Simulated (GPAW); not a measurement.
## Ga15FeSb16 (GaSb32 Fe1): moments or none

Wanted: the moments of Ga15FeSb16 (GaSb32 Fe1) and the energy gained by spin polarisation.

Program: GPAW 26.7.0. Level of theory: PBE; plane waves with GPAW's PAW setups, scalar-relativistic. Results are calculated unless marked as measured.

## Step 1: Starting point

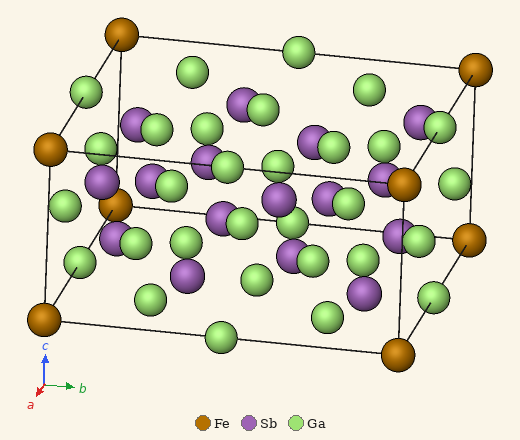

The cell as given, slightly off an axis (iron orange, antimony purple, gallium green). Some periodic images of atoms are drawn too.

The cell is a made-up one and need not be a known phase.

## Step 2: Run 1 (ferro +)

Parallel moments need no larger cell; this start tests for a ferromagnetic state only.

Contents of order1.py:

```python
import json
import numpy as np
from ase import Atoms
from ase.parallel import paropen, parprint
from gpaw import GPAW

atoms = Atoms(['Fe', 'Sb', 'Ga', 'Sb', 'Ga', 'Sb', 'Ga', 'Sb', 'Ga', 'Sb', 'Ga', 'Sb', 'Ga', 'Sb', 'Ga', 'Sb', 'Ga', 'Sb', 'Ga', 'Sb', 'Ga', 'Sb', 'Ga', 'Sb', 'Ga', 'Sb', 'Ga', 'Sb', 'Ga', 'Sb', 'Ga', 'Sb'],
    cell=[[12.192, 0.0, 0.0],
         [0.0, 12.192, 0.0],
         [0.0, 0.0, 6.096]],
    scaled_positions=[[0.0, 0.0, 0.0],
         [0.125, 0.125, 0.25],
         [0.0, 0.25, 0.5],
         [0.125, 0.375, 0.75],
         [0.25, 0.0, 0.5],
         [0.375, 0.125, 0.75],
         [0.25, 0.25, 0.0],
         [0.375, 0.375, 0.25],
         [0.0, 0.5, 0.0],
         [0.125, 0.625, 0.25],
         [0.0, 0.75, 0.5],
         [0.125, 0.875, 0.75],
         [0.25, 0.5, 0.5],
         [0.375, 0.625, 0.75],
         [0.25, 0.75, 0.0],
         [0.375, 0.875, 0.25],
         [0.5, 0.0, 0.0],
         [0.625, 0.125, 0.25],
         [0.5, 0.25, 0.5],
         [0.625, 0.375, 0.75],
         [0.75, 0.0, 0.5],
         [0.875, 0.125, 0.75],
         [0.75, 0.25, 0.0],
         [0.875, 0.375, 0.25],
         [0.5, 0.5, 0.0],
         [0.625, 0.625, 0.25],
         [0.5, 0.75, 0.5],
         [0.625, 0.875, 0.75],
         [0.75, 0.5, 0.5],
         [0.875, 0.625, 0.75],
         [0.75, 0.75, 0.0],
         [0.875, 0.875, 0.25]],
    pbc=True,
    magmoms=[4.0, 0.0, 0.0, 0.0, 0.0, 0.0, 0.0, 0.0, 0.0, 0.0, 0.0, 0.0, 0.0, 0.0, 0.0, 0.0, 0.0, 0.0, 0.0, 0.0, 0.0, 0.0, 0.0, 0.0, 0.0, 0.0, 0.0, 0.0, 0.0, 0.0, 0.0, 0.0])
atoms.calc = GPAW(mode={'name': 'pw', 'ecut': 450},
    xc='PBE',
    kpts={'size': (3, 3, 5), 'gamma': True},
    occupations={'name': 'fermi-dirac', 'width': 0.05},
    convergence={'density': 1e-05, 'energy': 1e-05},
    maxiter=200,
    mixer={'name': 'pulay', 'beta': 0.05, 'nmaxold': 6, 'weight': 50},
    symmetry={'tolerance': 1e-4},
    txt='order1.txt')
e = atoms.get_potential_energy(force_consistent=True)
res = {'free_energy': e, 'energy_sigma0': atoms.get_potential_energy(), 'fermi_energy': atoms.calc.get_fermi_level()}
res['moments'] = atoms.get_magnetic_moments().tolist()
res['total'] = atoms.get_magnetic_moment()
parprint('site moments (muB):', np.round(res['moments'], 3))
parprint(f"total moment: {res['total']:.3f} muB")
parprint(f'free energy: {e:.6f} eV')
atoms.calc.write('order1.gpw')
with paropen('results.json', 'w') as f:
    json.dump(res, f)
```

Run with:

```
> OMP_NUM_THREADS=1 mpirun -n 4 gpaw python order1.py > order1.log
```

Numbers of over 12 decimals in the logs are rounded to 6 here.

Output:

```text
site moments (muB): [3.027e+00 1.700e-02 1.600e-02 5.000e-03 1.600e-02 5.000e-03 8.000e-03
 4.000e-03 7.000e-03 5.000e-03 1.600e-02 1.700e-02 1.000e-03 4.000e-03
 8.000e-03 5.000e-03 7.000e-03 5.000e-03 1.000e-03 4.000e-03 1.600e-02
 1.700e-02 8.000e-03 5.000e-03 6.000e-03 4.000e-03 1.000e-03 5.000e-03
 1.000e-03 5.000e-03 8.000e-03 1.700e-02]
total moment: 4.062 muB
free energy: -125.910475 eV

--- order1.txt ---
Input parameters:
  mode=PW(ecut=450),
  convergence={'density': 1e-05, 'energy': 1e-05},
  kpts=MonkhorstPack(size=(3, 3, 5), gamma=True),
  maxiter=200,
  mixer=Pulay(name='pulay', nmaxold=6, beta=0.05, weight=50, sigma=0.015, g_ss=None),
  occupations=Occupations(name='fermi-dirac', width=0.05),
  symmetry=Symmetry(tolerance=0.0001),
  xc=XC(name='PBE')

Diagonalizing LCAO Hamiltonian
Converting LCAO to pw mode
        .-----------------------------.
       /|                             |
      / |                             |
     /  |  Sb             Sb          |
    /   |        Sb             Sb    |
   /  Ga|            Ga               |
  /    Sb         Sb  Sb         Sb   |
 *      .---Ga-------------Ga---------.
 |     / Sb  Sb         Sb  Sb       /
 | Ga /       Ga  Ga         Ga     /
 |   Ga Ga     Sb   Ga Ga     Sb   /
 |  / Sb             Sb           /
 | /      Ga             Ga      /
 |/                             /
 Fe-------------Ga-------------*

Atoms  # Å, Bohr magnetons
|    | symbol |         x |         y |        z |    initial magnetic moments |
|----|--------|-----------|-----------|----------|-----------------------------|
|  0 |     Fe |  0.000000 |  0.000000 | 0.000000 | ( 0.0000,  0.0000,  4.0000) |
|  1 |     Sb |  1.524000 |  1.524000 | 1.524000 | ( 0.0000,  0.0000,  0.0000) |
|  2 |     Ga |  0.000000 |  3.048000 | 3.048000 | ( 0.0000,  0.0000,  0.0000) |
|  3 |     Sb |  1.524000 |  4.572000 | 4.572000 | ( 0.0000,  0.0000,  0.0000) |
|  4 |     Ga |  3.048000 |  0.000000 | 3.048000 | ( 0.0000,  0.0000,  0.0000) |
|  5 |     Sb |  4.572000 |  1.524000 | 4.572000 | ( 0.0000,  0.0000,  0.0000) |
|  6 |     Ga |  3.048000 |  3.048000 | 0.000000 | ( 0.0000,  0.0000,  0.0000) |
|  7 |     Sb |  4.572000 |  4.572000 | 1.524000 | ( 0.0000,  0.0000,  0.0000) |
|  8 |     Ga |  0.000000 |  6.096000 | 0.000000 | ( 0.0000,  0.0000,  0.0000) |
|  9 |     Sb |  1.524000 |  7.620000 | 1.524000 | ( 0.0000,  0.0000,  0.0000) |
| 10 |     Ga |  0.000000 |  9.144000 | 3.048000 | ( 0.0000,  0.0000,  0.0000) |
| 11 |     Sb |  1.524000 | 10.668000 | 4.572000 | ( 0.0000,  0.0000,  0.0000) |
| 12 |     Ga |  3.048000 |  6.096000 | 3.048000 | ( 0.0000,  0.0000,  0.0000) |
| 13 |     Sb |  4.572000 |  7.620000 | 4.572000 | ( 0.0000,  0.0000,  0.0000) |
| 14 |     Ga |  3.048000 |  9.144000 | 0.000000 | ( 0.0000,  0.0000,  0.0000) |
| 15 |     Sb |  4.572000 | 10.668000 | 1.524000 | ( 0.0000,  0.0000,  0.0000) |
| 16 |     Ga |  6.096000 |  0.000000 | 0.000000 | ( 0.0000,  0.0000,  0.0000) |
| 17 |     Sb |  7.620000 |  1.524000 | 1.524000 | ( 0.0000,  0.0000,  0.0000) |
| 18 |     Ga |  6.096000 |  3.048000 | 3.048000 | ( 0.0000,  0.0000,  0.0000) |
| 19 |     Sb |  7.620000 |  4.572000 | 4.572000 | ( 0.0000,  0.0000,  0.0000) |
| 20 |     Ga |  9.144000 |  0.000000 | 3.048000 | ( 0.0000,  0.0000,  0.0000) |
| 21 |     Sb | 10.668000 |  1.524000 | 4.572000 | ( 0.0000,  0.0000,  0.0000) |
| 22 |     Ga |  9.144000 |  3.048000 | 0.000000 | ( 0.0000,  0.0000,  0.0000) |
| 23 |     Sb | 10.668000 |  4.572000 | 1.524000 | ( 0.0000,  0.0000,  0.0000) |
| 24 |     Ga |  6.096000 |  6.096000 | 0.000000 | ( 0.0000,  0.0000,  0.0000) |
| 25 |     Sb |  7.620000 |  7.620000 | 1.524000 | ( 0.0000,  0.0000,  0.0000) |
| 26 |     Ga |  6.096000 |  9.144000 | 3.048000 | ( 0.0000,  0.0000,  0.0000) |
| 27 |     Sb |  7.620000 | 10.668000 | 4.572000 | ( 0.0000,  0.0000,  0.0000) |
| 28 |     Ga |  9.144000 |  6.096000 | 3.048000 | ( 0.0000,  0.0000,  0.0000) |
| 29 |     Sb | 10.668000 |  7.620000 | 4.572000 | ( 0.0000,  0.0000,  0.0000) |
| 30 |     Ga |  9.144000 |  9.144000 | 0.000000 | ( 0.0000,  0.0000,  0.0000) |
| 31 |     Sb | 10.668000 | 10.668000 | 1.524000 | ( 0.0000,  0.0000,  0.0000) |

Unit cell  # Å
| periodic |         x |         y |        z |   lengths |    angles |
|----------|-----------|-----------|----------|-----------|-----------|
|      yes | 12.192000 |  0.000000 | 0.000000 | 12.192000 | 90.000000 |
|      yes |  0.000000 | 12.192000 | 0.000000 | 12.192000 | 90.000000 |
|      yes |  0.000000 |  0.000000 | 6.096000 |  6.096000 | 90.000000 |

Number of symmetries: 8

BZ-sampling:
  Number of BZ points: 45
  Number of IBZ points: 9

  Monkhorst-Pack size: [3, 3, 5]
  Monkhorst-Pack shift: [0, 0, 0]

K-points  # in reciprocal-cell coordinates
|   |                                coordinates |     weight |
|---|--------------------------------------------|------------|
| 0 | (  0.00000000,   0.00000000,   0.00000000) | 0.02222222 |
| 1 | (  0.00000000,   0.00000000,   0.20000000) | 0.04444444 |
| 2 | (  0.00000000,   0.00000000,   0.40000000) | 0.04444444 |
| 3 | (  0.33333333,   0.00000000,   0.00000000) | 0.08888889 |
| 4 | (  0.33333333,   0.00000000,   0.20000000) | 0.17777778 |
| 5 | (  0.33333333,   0.00000000,   0.40000000) | 0.17777778 |
| 6 | (  0.33333333,   0.33333333,   0.00000000) | 0.08888889 |
| 7 | (  0.33333333,   0.33333333,   0.20000000) | 0.17777778 |
| 8 | (  0.33333333,   0.33333333,   0.40000000) | 0.17777778 |

Plane wave coefficients: 19692
Cutoff: 450.000000 eV

Spin-components: 2 (collinear spins)
Bands:           183
Projectors:      177
Spin-degeneracy: 1
Datatype:        complex128

Parallelization:
  kpt:    4
  domain: 1
  band:   1

Density:
  Valence electrons: 293.0
  Components: 2
  Grid points: [60 60 30]
  Charge: 0.0  # |e|

Potential:
  Grid points: [60 60 30]

species:
  Fe:
    name:    Iron
    Z:       26.0
    valence: 8
    core:    18
    charge:  0.0  # [|e|]
    compensation charges:
      type: gauss
      rc: 0.33  # [Å]
      lmax: 2
    cutoffs:
      filter: 2.06  # [Å]
      core: 2.67  # [Å]
    projectors
    | kind |    occ | energy [eV] | rcut [Å] |
    |------|--------|-------------|----------|
    |   4s |  2.000 |      -5.291 |    1.164 |
    |   4p |  0.000 |      -1.326 |    1.058 |
    |   3d |  6.000 |      -7.505 |    1.058 |
    |    s |        |      21.920 |    1.164 |
    |    p |        |      25.885 |    1.058 |
    |    d |        |      19.706 |    1.058 |

    Using partial waves for Fe as LCAO basis

  Sb:
    name:    Antimony
    Z:       51.0
    valence: 15
    core:    36
    charge:  0.0  # [|e|]
    compensation charges:
      type: gauss
      rc: 0.36  # [Å]
      lmax: 2
    cutoffs:
      filter: 2.23  # [Å]
      core: 2.23  # [Å]
    projectors
    | kind |    occ | energy [eV] | rcut [Å] |
    |------|--------|-------------|----------|
    |   5s |  2.000 |     -12.815 |    1.154 |
    |   5p |  3.000 |      -4.830 |    1.233 |
    |   4d | 10.000 |     -33.514 |    1.196 |
    |    s |        |      14.396 |    1.154 |
    |    p |        |      22.381 |    1.233 |
    |    d |        |      -6.303 |    1.196 |

    Using partial waves for Sb as LCAO basis

  Ga:
    name:    Gallium
    Z:       31.0
    valence: 3
    core:    28
    charge:  0.0  # [|e|]
    compensation charges:
      type: gauss
      rc: 0.37  # [Å]
      lmax: 2
    cutoffs:
      filter: 2.06  # [Å]
      core: 4.17  # [Å]
    projectors
    | kind |    occ | energy [eV] | rcut [Å] |
    |------|--------|-------------|----------|
    |   4s |  2.000 |      -8.945 |    1.164 |
    |   4p |  1.000 |      -2.580 |    1.164 |
    |    s |        |      18.266 |    1.164 |
    |    p |        |      24.631 |    1.164 |
    |    d |        |       0.000 |    1.164 |

    Using partial waves for Ga as LCAO basis

Reference energy: -3648394.459501  # eV

eigensolver:
  PPCG
  Converge bands: occupied
  niter=2

density mixing:
  Pulay-Mixer
  Linear mixing parameters: 0.05
  Old densities: 6
  Fourier metric: weight=50, sigma=0.015

occupation numbers:
  Fermi-Dirac:
    width: 0.0500  # eV

poisson solver:
  ecut: 3600.000000  # eV

xc functional:
  name: PBE with 2 nearest neighbor stencil

convergence criteria:
- Maximum integral of absolute [dens]ity change: 1e-05 electrons / valence electron
- Maximum [total energy] change in last 3 cyles: 1e-05 eV / valence electron
- Maximum integral of absolute [eigenst]ate change: 4e-08 eV^2 / valence electron
maximum number of iterations: 200

SCF iterations
|iter     |      energy | eigst |  dens |  magmom |
|---------|-------------|-------|-------|---------|
|iter:   1|       0s | -126.539861 | +0.65 |       |  +4.0089|
|iter:   2|      60s | -126.413654 | -0.86 | -1.19 |  +3.8987|
|iter:   3|     116s | -126.031974 | -1.98 | -1.27 |  +3.9352|
|iter:   4|     171s | -130.535069 | -1.12 | -1.31 |  +4.1796|
|iter:   5|     226s | -125.820654 | -1.53 | -1.35 |  +4.0795|
|iter:   6|     280s | -125.874254 | -2.29 | -1.80 |  +4.1225|
|iter:   7|     333s | -125.902950 | -2.96 | -2.14 |  +4.1325|
|iter:   8|     386s | -125.910264 | -2.89 | -2.13 |  +4.0943|
|iter:   9|     441s | -125.878332 | -3.63 | -2.31 |  +4.1036|
|iter:  10|     495s | -125.885934 | -3.57 | -2.58 |  +4.1124|
[... 23 iterations left out ...]
|iter:  34|    1547s | -125.879073c| -7.16 | -4.94 |  +4.0665|
|iter:  35|    1573s | -125.879070c| -7.66c| -4.91 |  +4.0663|
|iter:  36|    1626s | -125.879054c| -7.11 | -4.91 |  +4.0652|
|iter:  37|    1679s | -125.879047c| -7.26 | -4.87 |  +4.0648|
|iter:  38|    1731s | -125.879017c| -6.88 | -4.94 |  +4.0627|
|iter:  39|    1774s | -125.879015c| -7.38 | -4.93 |  +4.0625|
|iter:  40|    1800s | -125.879018c| -7.76c| -4.93 |  +4.0626|
|iter:  41|    1853s | -125.879007c| -6.91 | -4.95 |  +4.0618|
|iter:  42|    1891s | -125.879010c| -7.63c| -5.00 |  +4.0620|
|iter:  43|    1917s | -125.879010c| -7.75c| -5.04c|  +4.0620|

Converged in 43 steps
Energy contributions relative to reference atoms: (reference = -3648394.459501)

Energy contributions:
  Kinetic:         224.343740
  Coulomb:        -197.669930
  Zero:              3.430364
  External:          0.000000
  Xc:             -155.951719
  Entropy:          -0.062929
  Spinorbit:         0.000000
  ----------------------------
  Free energy:    -125.910475
  Extrapolated:   -125.879010

dipole moment: (-123.256827, -123.256827, -124.051218)  # |e|*Ang

Total magnetic moment: (0.000000, 0.000000, 4.061955)

Local magnetic moments
|        x |        y |        z |
|----------|----------|----------|
| 0.000000 | 0.000000 | 3.026985 |  # Fe   0
| 0.000000 | 0.000000 | 0.016987 |  # Sb   1
| 0.000000 | 0.000000 | 0.016199 |  # Ga   2
| 0.000000 | 0.000000 | 0.005229 |  # Sb   3
| 0.000000 | 0.000000 | 0.016199 |  # Ga   4
| 0.000000 | 0.000000 | 0.005229 |  # Sb   5
| 0.000000 | 0.000000 | 0.008344 |  # Ga   6
| 0.000000 | 0.000000 | 0.004153 |  # Sb   7
| 0.000000 | 0.000000 | 0.006909 |  # Ga   8
| 0.000000 | 0.000000 | 0.005229 |  # Sb   9
| 0.000000 | 0.000000 | 0.016199 |  # Ga  10
| 0.000000 | 0.000000 | 0.016987 |  # Sb  11
| 0.000000 | 0.000000 | 0.001370 |  # Ga  12
| 0.000000 | 0.000000 | 0.004153 |  # Sb  13
| 0.000000 | 0.000000 | 0.008344 |  # Ga  14
| 0.000000 | 0.000000 | 0.005229 |  # Sb  15
[...]
| 0.000000 | 0.000000 | 0.008344 |  # Ga  22
| 0.000000 | 0.000000 | 0.005229 |  # Sb  23
| 0.000000 | 0.000000 | 0.006108 |  # Ga  24
| 0.000000 | 0.000000 | 0.004153 |  # Sb  25
| 0.000000 | 0.000000 | 0.001370 |  # Ga  26
| 0.000000 | 0.000000 | 0.005229 |  # Sb  27
| 0.000000 | 0.000000 | 0.001370 |  # Ga  28
| 0.000000 | 0.000000 | 0.005229 |  # Sb  29
| 0.000000 | 0.000000 | 0.008344 |  # Ga  30
| 0.000000 | 0.000000 | 0.016987 |  # Sb  31

Fermi level: 4.843
Eigenvalues  # (at kpt = [0.000, 0.000, 0.000])
| band index |      eig [eV] | occ [0-1] |      eig [eV] | occ [0-1] |
|------------|---------------|-----------|---------------|-----------|
|          0 |       -23.874 |     1.000 |       -23.873 |     1.000 |
|        ... |               |           |               |           |
|        138 |         3.357 |     1.000 |         3.695 |     1.000 |
|        139 |         3.414 |     1.000 |         3.695 |     1.000 |
|        140 |         3.414 |     1.000 |         3.741 |     1.000 |
|        141 |         3.718 |     1.000 |         4.546 |     0.997 |
|        142 |         3.772 |     1.000 |         4.598 |     0.993 |
|        143 |         3.783 |     1.000 |         4.598 |     0.993 |
|        144 |         4.049 |     1.000 |         4.763 |     0.830 |
|        145 |         4.049 |     1.000 |         4.785 |     0.761 |
|        146 |         5.152 |     0.002 |         5.298 |     0.000 |
|        147 |         5.165 |     0.002 |         5.679 |     0.000 |
|        148 |         5.165 |     0.002 |         5.722 |     0.000 |
|        149 |         5.259 |     0.000 |         5.722 |     0.000 |
|        150 |         5.943 |     0.000 |         5.999 |     0.000 |
|        151 |         5.954 |     0.000 |         6.021 |     0.000 |
|        152 |         5.994 |     0.000 |         6.102 |     0.000 |
|        153 |         6.208 |     0.000 |         6.223 |     0.000 |
|        ... |               |           |               |           |
|        182 |         9.634 |     0.000 |         9.653 |     0.000 |

No gap
No difference between direct/indirect transitions
```

It took 33 min on 4 MPI ranks of Arm Neoverse V1, shared host; peak memory 3.4 GiB; 2.2 h of CPU time.

Spin moment in the augmentation sphere by element, in μB:

```tsv
element	atoms	mean	spread (r.m.s.)	least	largest
Fe	1	3.03	0.00	3.03	3.03
Sb	16	0.01	0.01	0.00	0.02
Ga	15	0.01	0.01	0.00	0.02
```

The atoms farthest from the mean of their element:

```tsv
atom	x, y, z (Å)	spin moment in the augmentation sphere (μB)
Sb32	10.67, 10.67, 1.52	0.02
Sb2	1.52, 1.52, 1.52	0.02
Sb22	10.67, 1.52, 4.57	0.02
Sb12	1.52, 10.67, 4.57	0.02
Ga3	0.00, 3.05, 3.05	0.02
Ga21	9.14, 0.00, 3.05	0.02
Ga5	3.05, 0.00, 3.05	0.02
Ga11	0.00, 9.14, 3.05	0.02
```

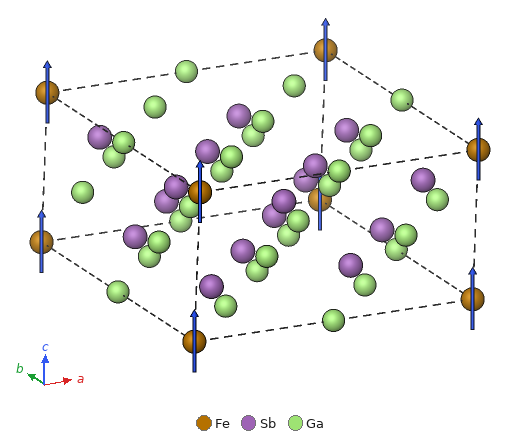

Spin moment in the augmentation sphere as arrows, the longest 3.03 μB. Up and down stand for the sign. Arrows give size and sign along the axis of quantisation, drawn up and down the page. Some periodic images of atoms are drawn too.

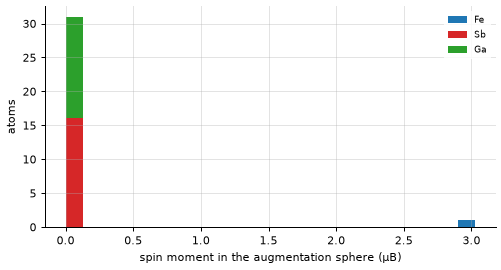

Spin moment in the augmentation sphere as a stacked histogram.

Numbers from this step:

* magnetization: 4.062 μB
* final state: ferromagnetic

After 43 cycles the largest moment stands at 3.03 μB.

[end of part 1 of 2]

[Logs and program files are shortened in this print: banners, set-up blocks, solver, clock and traceback lines can be left out without a mark of their own.]

[Logs are printed without paths, hosts, clocks, repeated set-up lines and the standing remarks that a program may print on its own settings, such as how far it seeks lower states.]

[Hosts, paths, dates, database ids (printed as entryN), source tags and the programs' standing remarks are cut or masked in the printed files.]

[Where a cell is said to come from a database of computed structures, the database is the Materials Project.]
